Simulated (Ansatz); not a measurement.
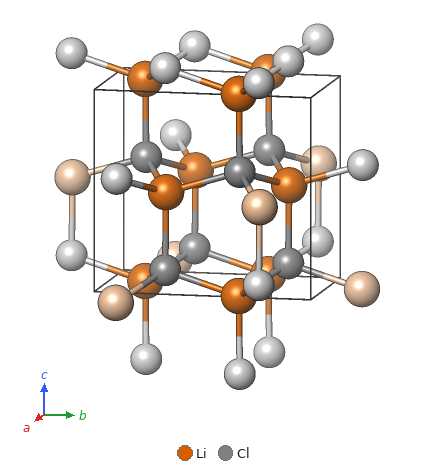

Crystal structure, ball-and-stick style, seen slightly off an axis. The parallelepiped is the conventional unit cell. Atoms just outside the outline that bond to atoms inside are added, in fainter colours.

LiCl, space group Cmc2_1 (No. 36), a = 4.089 Å, b = 6.745 Å, c = 6.224 Å, α = 90.00°, β = 90.00°, γ = 90.00°. Starting structure: a structure type filled with these elements by a generator (whether the compound takes this form wasn't checked). The cell was then strained or its atoms displaced on purpose. Ansatz was used for an electronic-structure calculation on it.

This one geometry was computed with Ansatz (DFT, plane waves, PAW) at three levels of theory: HSE06, r2SCAN and PBE. It was relaxed with r2SCAN and then strained.

How does the band gap change with the level of theory?

Answer. PBE: a gap of 5.80 eV, direct; r2SCAN: a gap of 6.45 eV, direct; HSE06: a gap of 7.12 eV, direct.

Collect the results in a table.

Answer.
| level | cutoff (eV) | k-mesh of the run's cell | gap (eV) | pressure (GPa) |
| --- | --- | --- | --- | --- |
| HSE06 | 420 | 6×6×4 | 7.12 | -1.0 |
| r2SCAN | 500 | 12×12×4 | 6.45 | -1.2 |
| PBE | 420 | 12×12×4 | 5.80 | -0.5 |

Gaps are taken on the k-mesh or band path of each run.
